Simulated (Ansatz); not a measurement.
## Geometry relaxation of SnO₂ (part 2 of 2)

SnO₂ (12 atoms in the cell); DFT PBE, scalar-relativistic, plane waves, PAW, no spin polarisation (Ansatz 0.2.0); cutoff 420 eV, 6×6×6 k-mesh, Gaussian smearing of 0.02 eV. The structure was made by a generator, so it may or may not be a known phase.

Geometry of the input (Å; fractional positions):
```
-3.2489  3.4145  3.4140
3.2489  -3.4145  3.4140
3.2489  3.4145  -3.4140
Sn 0.9964  0.7464  0.2500
Sn 0.0036  0.2536  0.7500
Sn 0.5000  0.0000  -0.0000
Sn 0.5000  0.5000  0.5000
O  0.1935  0.6962  0.0027
O  0.6976  0.2541  0.4435
O  0.1935  0.1908  0.4973
O  0.3106  0.2541  0.0565
O  0.6894  0.7459  0.9435
O  0.3024  0.7459  0.5565
O  0.8065  0.8092  0.5027
O  0.8065  0.3038  0.9973
```

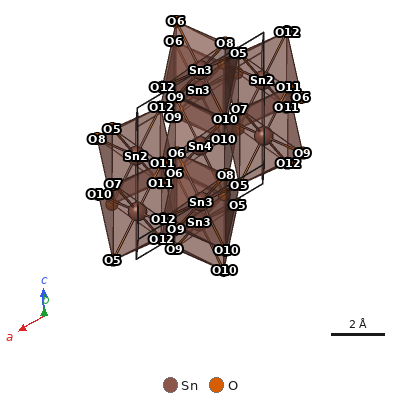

Figure 1. The geometry at step 3 of the log (polyhedral view of the cell of the calculation, seen at an oblique angle; polyhedra are completed across the faces of the cell; atoms are numbered from 1 in the order of the input).

### What the program printed, continued
```
Crystal: 12 atoms, lattice volume = 150.929 Å³
iter 1 solved again at ethr=1.64e-9 eV; its pass at ethr=3.10e-3 eV (dr2=1.71e-6 eV) is discarded
SCF iter   1: F=—  HF=-28635.938779 eV  |F-HF|=—  |Δ(HF+E_count)|=         —  Δρ=5.51e-5  dr2=2.21e-6  ethr=1.64e-9  ⟨swp⟩=3.1  Hψ=12329  notcnv=0
preconditioner: auto → Resta (q_TF=auto, 2.564 Å⁻¹)  ε∞=3.6  [insulator: Δε(μ)=0.680 eV  Ē_g=19.252 eV  σ=0.020 eV  W_gap=1.00  n_scr=42 (ndim 8)  ℏωp=30.8 eV  f_vac=0.037  D(μ)=0.00/eV (n_scr^D=0)  ε∞_Penn≈3.6]
SCF iter   2: F=—  HF=-28635.938850 eV  |F-HF|=—  |Δ(HF+E_count)|=   7.12e-5  Δρ=2.91e-5  dr2=6.40e-7  ethr=1.64e-9  ⟨swp⟩=2.3  Hψ=5075  notcnv=0
SCF iter   3: F=—  HF=-28635.938850 eV  |F-HF|=—  |Δ(HF+E_count)|=   2.78e-8  Δρ=8.53e-6  dr2=7.74e-8  ethr=6.15e-10  ⟨swp⟩=2.8  Hψ=5424  notcnv=0
SCF iter   4: F=-28635.938850 eV  HF=-28635.938850 eV  |F-HF|=4.87e-10  |Δ(HF+E_count)|=   1.33e-8  Δρ=1.90e-6  dr2=4.54e-9  ethr=1.75e-11  ⟨swp⟩=11.8  Hψ=19861  notcnv=0
SCF 6 converged in 4 iterations: F = -28635.938850 eV  dr2 = 4.54e-9
relax step   6: F+E_penalty+E_count = -28635.93884987 eV  Δ(F+E_penalty+E_count) = +2.931e-5 eV  max|allowed force component| = 1.968e-4 eV/Å  Δτ_max = 0.0002 Å  P = +0.001 GPa  Ω = 150.929 Å³  energy of the carried Pulay correction = -4.854e-5 eV  (4 SCF iters, dr2 threshold 1.82e-8 eV, accepted)
iter 1 solved again at ethr=7.15e-8 eV; its pass at ethr=3.10e-3 eV (dr2=7.44e-5 eV) is discarded
SCF iter   1: F=—  HF=-28635.938809 eV  |F-HF|=—  |Δ(HF+E_count)|=         —  Δρ=5.11e-6  dr2=1.44e-8  ethr=7.15e-8  ⟨swp⟩=3.9  Hψ=20836  notcnv=0
eigensolver tolerance schedule: the retry pair's looser diagonalisation over-reported the residual by 5177.88 of it (diagonalisation noise at 0.14 of the residual, at the tolerance the schedule requests for it); recorded, not acted on — ethr = c·dr2/N_el stays at c = 1.0e-1
SCF iter   2: F=—  HF=-28635.938881 eV  |F-HF|=—  |Δ(HF+E_count)|=   7.16e-5  Δρ=2.74e-6  dr2=5.09e-9  ethr=1.38e-11  ⟨swp⟩=3.8  Hψ=7719  notcnv=0
SCF iter   3: F=—  HF=-28635.938881 eV  |F-HF|=—  |Δ(HF+E_count)|=   1.66e-9  Δρ=1.46e-6  dr2=1.09e-9  ethr=4.89e-12  ⟨swp⟩=2.0  Hψ=3807  notcnv=0
SCF iter   4: F=—  HF=-28635.938881 eV  |F-HF|=—  |Δ(HF+E_count)|=   2.28e-9  Δρ=4.34e-7  dr2=1.93e-10  ethr=1.05e-12  ⟨swp⟩=2.0  Hψ=4541  notcnv=0
SCF iter   5: F=-28635.938881 eV  HF=-28635.938881 eV  |F-HF|=3.64e-11  |Δ(HF+E_count)|=  7.28e-12  Δρ=2.46e-7  dr2=6.68e-11  ethr=1.00e-12  ⟨swp⟩=8.1  Hψ=14728  notcnv=0
SCF 7 converged in 5 iterations: F = -28635.938881 eV  dr2 = 6.68e-11
relax step   7: F+E_penalty+E_count = -28635.93888076 eV  Δ(F+E_penalty+E_count) = -3.089e-5 eV  max|allowed force component| = 2.441e-4 eV/Å  Δτ_max = 0.0000 Å  P = +0.001 GPa  Ω = 150.929 Å³  stress off target by 5.71e-3 GPa  SCF on the basis re-selected at this cell (its energy is not comparable with the rows above)  (5 SCF iters)
basis re-selected at this cell: Δ(F+E_penalty+E_count) = -3.089e-5 eV, ΔP = +0.001 GPa vs the last step (what re-selecting the basis moved, of the pressure what is left beyond the Pulay correction that the steps carried, after the strain that the cell walked since its last selection, with what the two solves' SCF thresholds leave and, on support functions, any second-order correction that the steps lacked; it is no measure of the basis error at this ecutwfc). This SCF's stress stands 5.71e-3 GPa from its target on what of the cell is left free (relax.cell.stress_tol is 5.00e-2 GPa) and its largest allowed force component is 2.44e-4 eV/Å (relax.f_tol is 1.00e-2 eV/Å): within both
SCF converged after 5 iterations
Free energy (F): -28635.938881 eV
Harris-Foulkes:  -28635.938881 eV  (|F-HF|=3.64e-11)
Internal energy: -28635.938881 eV  (E = F + TS)
E sigma→0 (E₀):  -28635.938881 eV
Fermi energy:    9.081493 eV
--- Per-component energies (eV) ---
  E_band       = -309.481957
  E_kinetic    = 2155.972096
  E_local      = -5927.174235  (includes V_loc(G=0)·N_el)
  E_nonlocal   = 267.671737
  E_hartree    = 3047.915632
  E_xc         = -2106.477986
  E_vxc        = -1123.306004  (∫ρ·V_xc dr)
  E_paw        = -17856.700171  (= ΣΔE_a)
  E_vpaw       = -1778.496716  (= ΣTr[D̂ρ^β])
  E_aug_tail   = 0.019727  (compensation charges beyond the density's cutoff)
  E_ewald      = -8217.165681
  E_smearing   = -0.000000  (= −TS)
  E_closure    = -0.000000  (closes the sum)
  Σ components = -28635.938881   (vs F -28635.938881, Δ=0.00e0)
--- Forces (eV/Å), atoms counted from 1 ---
  atom   1  Sn     0.00000000     0.00000000     0.00000290
  atom   2  Sn    -0.00000000    -0.00000000    -0.00000290
  atom   3  Sn     0.00000000    -0.00000000     0.00000000
  atom   4  Sn     0.00000000     0.00000000     0.00000000
  atom   5  O      0.00005968     0.00000000     0.00014547
  atom   6  O     -0.00000000    -0.00024408    -0.00006266
  atom   7  O     -0.00005968     0.00000000     0.00014547
  atom   8  O      0.00000000     0.00024408    -0.00006266
  atom   9  O     -0.00000000    -0.00024408     0.00006266
  atom  10  O      0.00000000     0.00024408     0.00006266
  atom  11  O      0.00005968    -0.00000000    -0.00014547
  atom  12  O     -0.00005968    -0.00000000    -0.00014547
  max |Σ_I F_I| component: 2.71e-20 eV/Å
--- Stress (GPa, compression-positive) ---
       -0.004133       0.000000       0.000000
        0.000000       0.005715      -0.000000
        0.000000      -0.000000       0.002188
  P = ⅓ Tr σ = 0.0013 GPa (0.013 kbar)
--- Band table (eV; the first three rows and the last of 46) ---
  k-point 0: bands = ["-12.2977", "-12.0912", "-12.0911", "-11.6688", "-11.6688", "-11.6400", "-11.4400", "-11.4141", "-11.4140", "-11.3413", "-11.3150", "-11.3077", "-11.3076", "-11.2601", "-11.2600", "-11.2461", "-11.2173", "-11.2172", "-11.2141", "-11.2140", "-9.9093", "-8.1986", "-8.1985", "-8.1971", "-8.1970", "-6.9851", "-6.9850", "-6.6819", "0.7837", "1.0076", "1.0076", "3.9723", "3.9723", "4.8498", "4.8498", "4.9716", "5.8407", "6.2358", "6.2360", "6.3164", "6.3164", "6.7620", "6.7744", "7.4918", "7.4919", "7.8271", "7.8272", "7.9637", "7.9638", "8.0055", "8.0055", "8.7414", "9.4216", "13.1050", "13.1052", "14.4456", "14.8204", "14.8204", "17.3674", "17.3676", "18.8829", "18.9669", "19.3184", "19.3185"]
  k-point 1: bands = ["-12.2507", "-12.1060", "-12.0539", "-11.6901", "-11.6325", "-11.6154", "-11.4753", "-11.4699", "-11.4261", "-11.3510", "-11.3102", "-11.3038", "-11.3029", "-11.2616", "-11.2601", "-11.2481", "-11.2372", "-11.2356", "-11.2229", "-11.2221", "-9.8291", "-8.3222", "-8.2050", "-8.1238", "-8.1104", "-7.0646", "-6.9845", "-6.7446", "0.8759", "1.1678", "1.2604", "4.1520", "4.1555", "4.5804", "4.9129", "5.0515", "5.2453", "5.9461", "6.1204", "6.1260", "6.2543", "6.8415", "7.0598", "7.2265", "7.2780", "7.7763", "7.7931", "7.8355", "7.9307", "7.9649", "8.0228", "8.6387", "10.2466", "13.2440", "13.3210", "14.4547", "15.1978", "15.2022", "17.2191", "17.5264", "18.3281", "18.9626", "19.2040", "19.3663"]
  k-point 2: bands = ["-12.1330", "-12.0942", "-11.9478", "-11.7575", "-11.7209", "-11.6138", "-11.5290", "-11.5212", "-11.3940", "-11.3500", "-11.3077", "-11.2980", "-11.2902", "-11.2862", "-11.2671", "-11.2669", "-11.2587", "-11.2539", "-11.2400", "-11.2396", "-9.5783", "-8.6937", "-8.1603", "-8.0183", "-7.8788", "-7.2806", "-6.9657", "-6.8689", "1.1597", "1.4939", "1.9381", "3.8423", "4.3514", "4.6550", "4.6672", "4.9712", "5.1121", "5.3050", "5.8166", "6.0035", "6.1071", "6.5130", "6.8199", "7.2035", "7.4807", "7.4925", "7.6549", "7.7444", "7.9049", "7.9967", "8.0846", "8.4458", "11.5846", "13.3309", "13.8610", "14.5106", "16.0695", "16.1159", "17.0197", "17.6751", "17.8067", "18.1891", "19.0900", "19.3218"]
  k-point 45: bands = ["-12.0812", "-12.0811", "-12.0574", "-12.0573", "-11.6551", "-11.6551", "-11.4170", "-11.4169", "-11.4160", "-11.4159", "-11.3059", "-11.3058", "-11.2748", "-11.2747", "-11.2649", "-11.2648", "-11.2224", "-11.2223", "-11.2132", "-11.2131", "-8.3468", "-8.3468", "-8.3021", "-8.3020", "-8.3012", "-8.3011", "-6.9154", "-6.9152", "1.7074", "1.7075", "3.2304", "3.2306", "4.6778", "4.6779", "5.0070", "5.0070", "5.0451", "5.0451", "5.8427", "5.8428", "6.1754", "6.1755", "6.8765", "6.8765", "7.2199", "7.2199", "7.4212", "7.4213", "7.5622", "7.5624", "7.8897", "7.8899", "13.0242", "13.0244", "14.3398", "14.3400", "15.9055", "15.9055", "18.1143", "18.1144", "19.0607", "19.0607", "19.1975", "19.1979"]
--- Relaxed structure (5 steps of the walk, 5 accepted, 2 SCFs on fresh bases) ---
  F+E_penalty+E_count = -28635.93888076 eV   max|allowed force component| = 2.441e-4 eV/Å   (the final SCF, on the basis selected at the relaxed cell)
  cell:  # Å, volume = 150.9288 Å³
    - [-3.238253950786853, 3.4134894710037305, 3.413520788003696]
    - [3.238253950786853, -3.4134894710037305, 3.413520788003696]
    - [3.238253950786853, 3.4134894710037305, -3.413520788003696]
  atoms:
    - { symbol: Sn, position: [0.999999476886684, 0.749999476886684, 0.25000000000000006] }
    - { symbol: Sn, position: [5.231133161087698e-7, 0.2500005231133161, 0.75] }
    - { symbol: Sn, position: [0.5, 2.7755575615628914e-17, 2.7755575615628914e-17] }
    - { symbol: Sn, position: [0.5, 0.5, 0.5] }
    - { symbol: O, position: [0.19342047162231307, 0.6934207181106513, 2.4648833818474714e-7] }
    - { symbol: O, position: [0.6934247750859013, 0.2500025463704889, 0.44342222871541226] }
    - { symbol: O, position: [0.19342047162231307, 0.19342022513397478, 0.4999997535116617] }
    - { symbol: O, position: [0.30658031765507665, 0.2500025463704889, 0.05657777128458777] }
    - { symbol: O, position: [0.6934196823449235, 0.7499974536295111, 0.9434222287154121] }
    - { symbol: O, position: [0.30657522491409883, 0.749997453629511, 0.5565777712845877] }
    - { symbol: O, position: [0.8065795283776869, 0.8065797748660253, 0.5000002464883382] }
    - { symbol: O, position: [0.8065795283776869, 0.30657928188934863, 0.9999997535116617] }
```

### Trajectory as extended XYZ (Å, eV, eV/Å), 7 frames, from step=1 to step=7
```
12
Lattice="-3.2489 3.4145 3.4140 3.2489 -3.4145 3.4140 3.2489 3.4145 -3.4140" Properties=species:S:1:pos:R:3:forces:R:3 step=1 energy=-28635.93233 pressure_GPa=-0.82
Sn    0.0000    1.7072    5.0965    0.0000   0.0000   0.0590
Sn    3.2489    1.7072   -1.6824    0.0000   0.0000  -0.0590
Sn   -1.6244    1.7072    1.7070    0.0000   0.0000   0.0000
Sn    1.6244    1.7072    1.7070    0.0000   0.0000   0.0000
O     1.6421   -1.7072    3.0283   -0.0330   0.0000  -0.0311
O     0.0000    3.0287    1.7347    0.0000  -0.0317  -0.0327
O     1.6068    1.7072   -0.3858    0.0330   0.0000  -0.0311
O     0.0000    0.3858    1.7347    0.0000   0.0317  -0.0327
O     3.2489    3.0287    1.6793    0.0000  -0.0317   0.0327
O     3.2489    0.3858    1.6793    0.0000   0.0317   0.0327
O     1.6421    1.7072    3.7998   -0.0330   0.0000   0.0311
O     1.6068    5.1217    0.3858    0.0330   0.0000   0.0311
12
Lattice="-3.2384 3.4132 3.4132 3.2384 -3.4132 3.4132 3.2384 3.4132 -3.4132" Properties=species:S:1:pos:R:3:forces:R:3 step=2 energy=-28635.94016 pressure_GPa=-0.01
Sn    0.0000    1.7066    5.1051    0.0000   0.0000   0.0426
Sn    3.2384    1.7066   -1.6919    0.0000   0.0000  -0.0426
Sn   -1.6192    1.7066    1.7066    0.0000   0.0000   0.0000
Sn    1.6192    1.7066    1.7066    0.0000   0.0000   0.0000
O     1.6291   -1.7066    3.0286   -0.0126   0.0000  -0.0341
O     0.0000    3.0286    1.7222    0.0000  -0.0331  -0.0180
O     1.6093    1.7066   -0.3845    0.0126   0.0000  -0.0341
O     0.0000    0.3846    1.7222    0.0000   0.0331  -0.0180
O     3.2384    3.0286    1.6910    0.0000  -0.0331   0.0180
O     3.2384    0.3846    1.6910    0.0000   0.0331   0.0180
O     1.6291    1.7066    3.7977   -0.0126   0.0000   0.0341
O     1.6093    5.1199    0.3845    0.0126   0.0000   0.0341
12
Lattice="-3.2409 3.4100 3.4101 3.2409 -3.4100 3.4101 3.2409 3.4100 -3.4101" Properties=species:S:1:pos:R:3:forces:R:3 step=3 energy=-28635.94224 pressure_GPa=0.22
Sn    0.0000    1.7050    5.1118    0.0000   0.0000   0.0235
Sn    3.2409    1.7050   -1.7017    0.0000   0.0000  -0.0235
Sn   -1.6205    1.7050    1.7050    0.0000   0.0000   0.0000
Sn    1.6205    1.7050    1.7050    0.0000   0.0000   0.0000
O     1.6217   -1.7050    3.0232    0.0050   0.0000   0.0215
O     0.0000    3.0231    1.7064    0.0000   0.0217   0.0008
O     1.6193    1.7050   -0.3869   -0.0050   0.0000   0.0215
O     0.0000    0.3869    1.7064    0.0000  -0.0217   0.0008
O     3.2409    3.0231    1.7037    0.0000   0.0217  -0.0008
O     3.2409    0.3869    1.7037    0.0000  -0.0217  -0.0008
O     1.6217    1.7050    3.7970    0.0050   0.0000  -0.0215
O     1.6193    5.1149    0.3869   -0.0050   0.0000  -0.0215
12
Lattice="-3.2393 3.4129 3.4128 3.2393 -3.4129 3.4128 3.2393 3.4129 -3.4128" Properties=species:S:1:pos:R:3:forces:R:3 step=4 energy=-28635.94175 pressure_GPa=0.02
Sn    0.0000    1.7064    5.1191    0.0000   0.0000   0.0005
Sn    3.2393    1.7064   -1.7063    0.0000   0.0000  -0.0005
Sn   -1.6197    1.7064    1.7064    0.0000   0.0000   0.0000
Sn    1.6197    1.7064    1.7064    0.0000   0.0000   0.0000
O     1.6197   -1.7064    3.0267    0.0003   0.0000  -0.0029
O     0.0000    3.0268    1.7066    0.0000  -0.0027  -0.0003
O     1.6196    1.7064   -0.3861   -0.0003   0.0000  -0.0029
O     0.0000    0.3861    1.7066    0.0000   0.0027  -0.0003
O     3.2393    3.0268    1.7063    0.0000  -0.0027   0.0003
O     3.2393    0.3861    1.7063    0.0000   0.0027   0.0003
O     1.6197    1.7064    3.7989    0.0003   0.0000   0.0029
O     1.6196    5.1193    0.3861   -0.0003   0.0000   0.0029
12
Lattice="-3.2393 3.4129 3.4128 3.2393 -3.4129 3.4128 3.2393 3.4129 -3.4128" Properties=species:S:1:pos:R:3:forces:R:3 step=5 energy=-28635.93888 pressure_GPa=-0.01
Sn    0.0000    1.7064    5.1191    0.0000   0.0000   0.0007
Sn    3.2393    1.7064   -1.7063    0.0000   0.0000  -0.0007
Sn   -1.6197    1.7064    1.7064    0.0000   0.0000   0.0000
Sn    1.6197    1.7064    1.7064    0.0000   0.0000   0.0000
O     1.6197   -1.7064    3.0267    0.0003   0.0000  -0.0029
O     0.0000    3.0268    1.7066    0.0000  -0.0028  -0.0003
O     1.6196    1.7064   -0.3861   -0.0003   0.0000  -0.0029
O     0.0000    0.3861    1.7066    0.0000   0.0028  -0.0003
O     3.2393    3.0268    1.7063    0.0000  -0.0028   0.0003
O     3.2393    0.3861    1.7063    0.0000   0.0028   0.0003
O     1.6197    1.7064    3.7989    0.0003   0.0000   0.0029
O     1.6196    5.1193    0.3861   -0.0003   0.0000   0.0029
12
Lattice="-3.2383 3.4135 3.4135 3.2383 -3.4135 3.4135 3.2383 3.4135 -3.4135" Properties=species:S:1:pos:R:3:forces:R:3 step=6 energy=-28635.93885 pressure_GPa=0.00
Sn    0.0000    1.7067    5.1203    0.0000   0.0000   0.0000
Sn    3.2383    1.7067   -1.7068    0.0000   0.0000   0.0000
Sn   -1.6191    1.7067    1.7068    0.0000   0.0000   0.0000
Sn    1.6191    1.7067    1.7068    0.0000   0.0000   0.0000
O     1.6191   -1.7067    3.0272    0.0001   0.0000   0.0002
O     0.0000    3.0272    1.7068    0.0000  -0.0002  -0.0001
O     1.6191    1.7067   -0.3863   -0.0001   0.0000   0.0002
O     0.0000    0.3863    1.7068    0.0000   0.0002  -0.0001
O     3.2383    3.0272    1.7067    0.0000  -0.0002   0.0001
O     3.2383    0.3863    1.7067    0.0000   0.0002   0.0001
O     1.6191    1.7067    3.7998    0.0001   0.0000  -0.0002
O     1.6191    5.1202    0.3863   -0.0001   0.0000  -0.0002
12
Lattice="-3.2383 3.4135 3.4135 3.2383 -3.4135 3.4135 3.2383 3.4135 -3.4135" Properties=species:S:1:pos:R:3:forces:R:3 step=7 energy=-28635.93888 pressure_GPa=0.00
Sn    0.0000    1.7067    5.1203    0.0000   0.0000   0.0000
Sn    3.2383    1.7067   -1.7068    0.0000   0.0000   0.0000
Sn   -1.6191    1.7067    1.7068    0.0000   0.0000   0.0000
Sn    1.6191    1.7067    1.7068    0.0000   0.0000   0.0000
O     1.6191   -1.7067    3.0272    0.0001   0.0000   0.0001
O     0.0000    3.0272    1.7068    0.0000  -0.0002  -0.0001
O     1.6191    1.7067   -0.3863   -0.0001   0.0000   0.0001
O     0.0000    0.3863    1.7068    0.0000   0.0002  -0.0001
O     3.2383    3.0272    1.7067    0.0000  -0.0002   0.0001
O     3.2383    0.3863    1.7067    0.0000   0.0002   0.0001
O     1.6191    1.7067    3.7998    0.0001   0.0000  -0.0001
O     1.6191    5.1202    0.3863   -0.0001   0.0000  -0.0001
```

### Key numbers

- outcome: converged
- space group (tolerance 0.01 Å): Imma (74) → P4₂/mnm (136)
- electrons treated: 104
- free energy: −28635.9389 eV
- Fermi energy: 9.081 eV
- gap on the k-point mesh: 0.68 eV
- pressure: 0.00 GPa
- final volume: 150.93 Å³
- largest force (length of the vector) at the end: under 0.001 eV/Å
- final cell: a = 5.813 Å, b = 5.813 Å, c = 5.813 Å, α = 112.29°, β = 108.08°, γ = 108.08°
- hardware: 1 thread of Arm Neoverse V2, 24 GiB of memory available, shared host
- wall time: 3.2 min
- peak memory: 0.6 GiB
